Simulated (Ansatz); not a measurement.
Single-point calculation, with input and output: CO$_{2}$

The run: single-point calculation of CO$_{2}$ (Cmce, 6 atoms in the cell). Method and program: DFT, PBE, plane waves, PAW, no spin polarisation (Ansatz 0.2.0).

The structure derives from a Materials Project entry. The geometry comes from this level: r2scan-rvv10. It belongs to a series of runs on one base structure; here: basis.ecutwfc = 900. Figures and captions count atoms from 1; the log counts them from 0 in places.

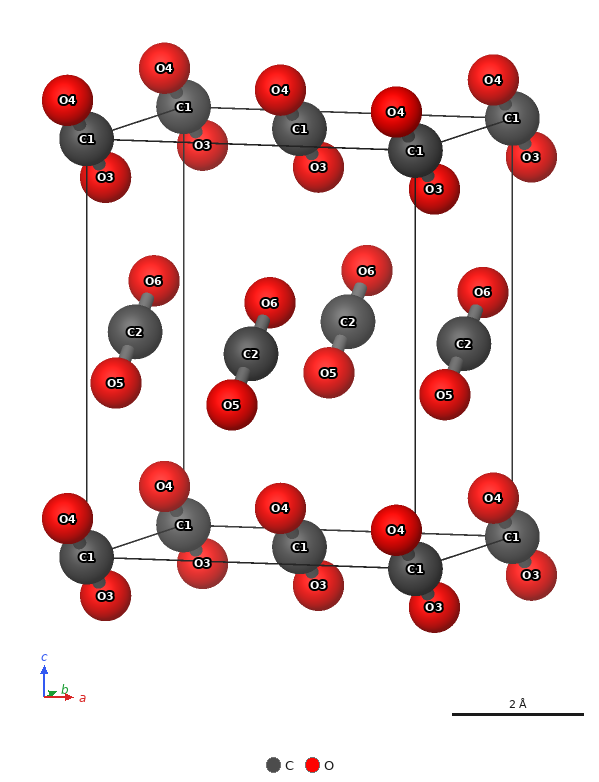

Figure 1. The structure as given in the input (ball-and-stick view of the cell 2 times as large as that of the calculation, set on its symmetry axes, seen slightly off an axis; atoms are numbered from 1 in the order of the input).

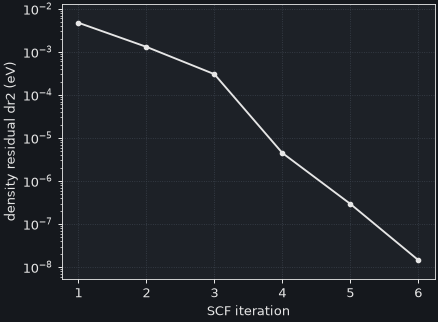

Figure 2. Convergence of the self-consistent field: density residual dr2 against the SCF iteration. The residual falls at every step.

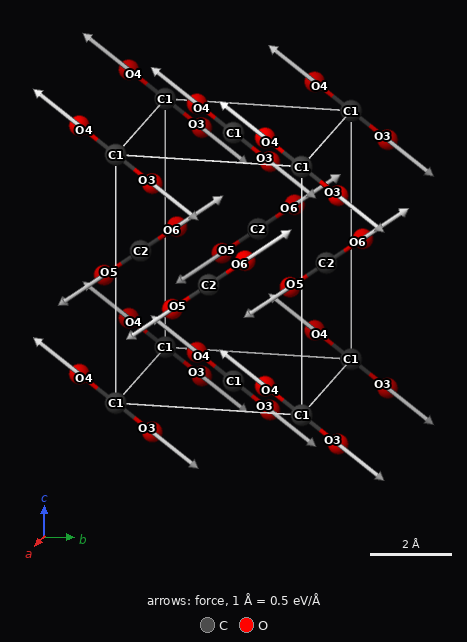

Figure 3. Forces on the atoms as white arrows (ball-and-stick view of the cell 2 times as large as that of the calculation, set on its symmetry axes, seen slightly off an axis; atoms are numbered from 1 in the order of the input). The largest act on all 4 O atoms (0.74 eV/Å). The geometry is not a stationary point of this energy.

The input that produced these results follows, with the program's output.

### The input
```yaml
crystal:
  lattice:
    - [2.6429049853, -2.3798751837, 0.0]
    - [2.6429049853, 2.3798751837, 0.0]
    - [0.0, 0.0, 6.4270279489]
  atoms:
    - { symbol: C, position: [0.0, 0.0, 0.0] }
    - { symbol: C, position: [0.5, 0.5, 0.5] }
    - { symbol: O, position: [0.8037318635, 0.1962681365, 0.8928652631] }
    - { symbol: O, position: [0.1962681365, 0.8037318635, 0.1071347369] }
    - { symbol: O, position: [0.6962681365, 0.3037318635, 0.3928652631] }
    - { symbol: O, position: [0.3037318635, 0.6962681365, 0.6071347369] }
kpoints:
  mp_grid: { grid: [6, 6, 4] }
hamiltonian:
  xc: pbe
scf:
  occupations: { method: fixed }
  n_extra_bands: 5
output:
  forces: true
  stress: true
  eigenvalues: true
basis:
  ecutwfc: 900
```

Launched with:
```bash
ansatz run input.yaml --threads 4 --pin off --max-ram 4608MiB --backend cpu --events-out ev --progress --plain --runs-dir out
```

### Output
```
scf.n_extra_bands = 5 over 16 filled bands (N_el = 32.0): the run solves 21 bands
Engine: ansatz 0.2.0, aarch64-unknown-linux-gnu
Pseudopotentials: kind: paw
Pseudopotential: C, paw, valence charge 4, recommended cutoff 420 eV (normal), C.paw.azcp
Pseudopotential: O, paw, valence charge 6, recommended cutoff 420 eV (normal), O.paw.azcp
Functional definition: PBE
  parameter kappa = 0.804
  parameter beta = 0.06672455060314922
  exchange = pbe_x(kappa = kappa, mu = beta*pi^2/3)
  correlation = pbe_c(beta = beta)
Crystal: 6 atoms, lattice volume = 80.849 Å³
Basis set: ecut = 900 eV, 4981 PW (Γ), exchange–correlation on 72×72×128 points (8 copies of the dense FFT grid, shifted against one another)
Bands: 21, of which v1, the nominal top of the filled ones, is band 16 counted from 1 (15 counted from 0)
Symmetry: 8 space group operations
Space group: Cmce (ITA 64), of the structure as read, at distance tolerance 4.3e-5 Å
k-points: 39 of 144
Non-local potential: C, projectors of the file, l = 0: 2, l = 1: 2, l = 2: 1
Non-local potential: O, projectors of the file, l = 0: 2, l = 1: 2, l = 2: 1
PAW form: soft (Blöchl's): semilocal exchange-correlation on the pseudo side does not see the compensation charge
PAW one-centre angular grid: C, 110 points (default); XC on 64 Gauss nodes
PAW one-centre angular grid: O, 110 points (default); XC on 64 Gauss nodes
Initial density: superposition of atomic densities (neutral atoms: chi_scale 0, normalization atom), corrected by the library's trained network
Initial wavefunctions: pseudopotential atomic-orbital guess
Functional: x = pbe(κ = 0.804, μ = 0.2195149727645171), c = pbe(β = 0.06672455060314922)
SCF iter   1: F=—  HF=-2769.690262 eV  |F-HF|=—  |Δ(HF+E_count)|=         —  Δρ=4.16e-3  dr2=4.75e-3  ethr=1.77e-3  ⟨swp⟩=4.4  Hψ=3482  notcnv=0  defer=54
preconditioner: auto → none  [insulator: Δε(μ)=6.688 eV  Ē_g=15.870 eV  n_scr=16 (ndim 8)  ℏωp=23.4 eV  f_vac=0.127  ε∞_Penn≈3.2]
SCF iter   2: F=—  HF=-2769.692024 eV  |F-HF|=—  |Δ(HF+E_count)|=   1.76e-3  Δρ=2.04e-3  dr2=1.31e-3  ethr=1.48e-5  ⟨swp⟩=2.4  Hψ=1855  notcnv=0  defer=117
SCF iter   3: F=—  HF=-2769.692454 eV  |F-HF|=—  |Δ(HF+E_count)|=   4.30e-4  Δρ=1.01e-3  dr2=3.04e-4  ethr=4.10e-6  ⟨swp⟩=2.0  Hψ=1469  notcnv=0  defer=117
SCF iter   4: F=—  HF=-2769.692751 eV  |F-HF|=—  |Δ(HF+E_count)|=   2.97e-4  Δρ=1.36e-4  dr2=4.49e-6  ethr=9.50e-7  ⟨swp⟩=2.0  Hψ=1325  notcnv=0  defer=112
SCF iter   5: F=—  HF=-2769.692781 eV  |F-HF|=—  |Δ(HF+E_count)|=   3.08e-5  Δρ=4.10e-5  dr2=2.95e-7  ethr=1.40e-8  ⟨swp⟩=2.0  Hψ=1404  notcnv=0  defer=39
SCF iter   6: F=-2769.692782 eV  HF=-2769.692782 eV  |F-HF|=1.10e-8  |Δ(HF+E_count)|=   9.06e-7  Δρ=8.02e-6  dr2=1.46e-8  ethr=3.13e-10  ⟨swp⟩=10.5  Hψ=4137  notcnv=0
SCF 1 converged in 6 iterations: F = -2769.692782 eV  dr2 = 1.46e-8
  greatest PAW one-centre occupation: 0.885 electrons in one spin orbital (limit 2), on the O atom at site 5 (counted from 0), in its partial waves of l = 0
SCF converged after 6 iterations
Free energy (F): -2769.692782 eV
Harris-Foulkes:  -2769.692782 eV  (|F-HF|=1.10e-8)
Internal energy: -2769.692782 eV  (E = F + TS)
E sigma→0 (E₀):  -2769.692782 eV
Fermi energy:    -1.239946 eV
--- Per-component energies (eV) ---
  E_band       = -278.454359
  E_kinetic    = 872.969736
  E_local      = -2287.729793  (includes V_loc(G=0)·N_el)
  E_nonlocal   = 251.255311
  E_hartree    = 764.073372
  E_xc         = -383.462676
  E_vxc        = -484.678030  (∫ρ·V_xc dr)
  E_paw        = -832.471681  (= ΣΔE_a)
  E_vpaw       = -158.415377  (= ΣTr[D̂ρ^β])
  E_aug_tail   = 0.000291  (compensation charges beyond the density's cutoff)
  E_ewald      = -1154.327343
  E_smearing   = -0.000000  (= −TS)
  E_closure    = -0.000000  (closes the sum)
  Σ components = -2769.692782   (vs F -2769.692782, Δ=0.00e0)
--- Forces (eV/Å), atoms counted from 1 ---
  atom   1  C      0.00000000     0.00000000     0.00000000
  atom   2  C      0.00000000     0.00000000    -0.00000000
  atom   3  O      0.00000000     0.59744719    -0.44011206
  atom   4  O     -0.00000000    -0.59744719     0.44011206
  atom   5  O     -0.00000000    -0.59744719    -0.44011206
  atom   6  O      0.00000000     0.59744719     0.44011206
  max |Σ_I F_I| component: 2.22e-16 eV/Å
--- Stress (GPa, compression-positive) ---
        2.628041       0.000000       0.000000
        0.000000       7.017848       0.000000
        0.000000       0.000000       5.003771
  P = ⅓ Tr σ = 4.8832 GPa (48.832 kbar)
--- Band table (eV; the first three rows and the last of 39) ---
  k-point 0: bands = ["-22.1347", "-21.9402", "-20.9310", "-20.8504", "-6.5986", "-6.5778", "-6.4231", "-5.4454", "-4.8715", "-4.8141", "-4.7819", "-4.7780", "-2.2744", "-2.2365", "-1.8916", "-1.7971", "5.4665", "5.9109", "6.5348", "6.6454", "7.6046"]
  k-point 1: bands = ["-22.1086", "-21.9716", "-20.9164", "-20.8598", "-6.7311", "-6.6654", "-6.0847", "-5.3893", "-4.9338", "-4.8704", "-4.8594", "-4.7961", "-2.2194", "-2.1672", "-1.9490", "-1.8523", "5.7653", "6.0113", "6.5288", "6.7131", "7.4237"]
  k-point 2: bands = ["-22.0427", "-22.0427", "-20.8856", "-20.8856", "-6.7575", "-6.7575", "-5.5984", "-5.5984", "-4.9997", "-4.9997", "-4.8287", "-4.8287", "-2.0854", "-2.0854", "-2.0034", "-2.0034", "6.2621", "6.2621", "6.5986", "6.5986", "7.1318"]
  k-point 38: bands = ["-21.8213", "-21.8213", "-20.9783", "-20.9783", "-6.9730", "-6.9730", "-6.1130", "-6.1130", "-5.4609", "-5.4609", "-5.3254", "-5.3254", "-1.9547", "-1.9547", "-1.5444", "-1.5444", "7.2234", "7.2234", "7.7434", "7.7434", "10.1346"]
```

### Key numbers

- outcome: converged
- space group (tolerance 0.01 Å): Cmce (64)
- electrons treated: 32
- free energy: −2769.6928 eV
- Fermi energy: −1.240 eV
- gap on the k-point mesh: 6.71 eV
- pressure: 4.88 GPa
- largest force (length of the vector): 0.742 eV/Å
- hardware: 4 threads of Arm Neoverse N1, 98 GiB of memory available, shared host
- wall time: 4.8 s (CPU time 18 s)
- peak memory: 0.56 GiB

### Remarks

Settings chosen away from the usual ones: basis.ecutwfc = 900.
